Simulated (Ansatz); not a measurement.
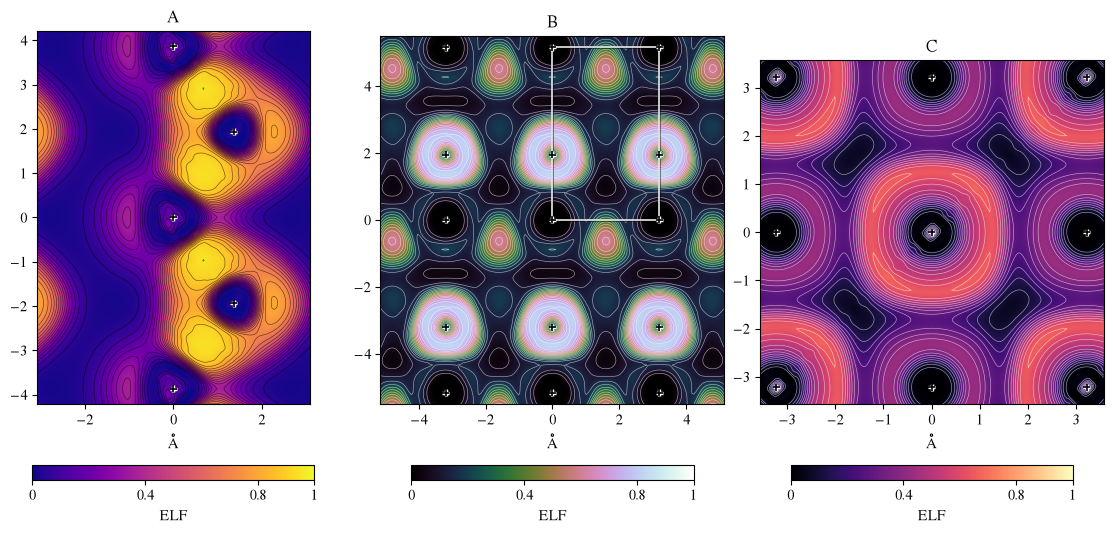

The electron localisation function of 3 systems, each on a plane through atoms (crosses mark nuclei in the plane).

The calculation used Ansatz 0.2.0, DFT PBEsol, scalar-relativistic, plane waves, PAW.

System 1: AlP, the (011) plane of the conventional cell. Space group F-43m.

```
Al P
1.0
     5.47035    0.00000    0.00000
     0.00000    0.00000   -5.47035
     0.00000    5.47035    0.00000
Al P
4 4
Direct
  0.50000 0.50000 0.00000
  0.00000 0.50000 0.50000
  0.00000 0.00000 0.00000
  0.50000 0.00000 0.50000
  0.25000 0.75000 0.25000
  0.75000 0.75000 0.75000
  0.75000 0.25000 0.25000
  0.25000 0.25000 0.75000
```

System 2: TePb, the (001) plane of the conventional cell. Space group Fm-3m.

System 3: ZnO, the (100) plane of the conventional cell. Space group P6₃mc; computed pressure about 5 GPa in this cell.

```xyz
4
Lattice="3.1955 0.0000 0.0000 -1.5977 2.7674 0.0000 0.0000 0.0000 5.1592" Properties=species:S:1:pos:R:3 pbc="T T T"
Zn    0.0000    1.8449    2.5800
Zn    1.5978    0.9224    0.0004
O     1.5978    0.9224    1.9550
O     0.0000    1.8449    4.5346
```

Which map belongs to which system?

Panel A is system 1, AlP: the plane holds Al and P. Al–P (2.37 Å): the ELF peaks at about 0.95 between the atoms: a shared electron pair. Panel B is system 3, ZnO: the plane holds Zn and O. Zn–O (1.95 Å): the ELF peaks at about 0.85 in the valence shell of O, 0.6 Å from its nucleus, and is about 0.25 at the midpoint (no shared electron pair shows on this line). Panel C is system 2, TePb: the plane holds Te and Pb. Te–Pb (3.22 Å): the ELF peaks at about 0.65 in the valence shell of Te, 1.2 Å from its nucleus, and drops to about 0.25 between the two atoms.
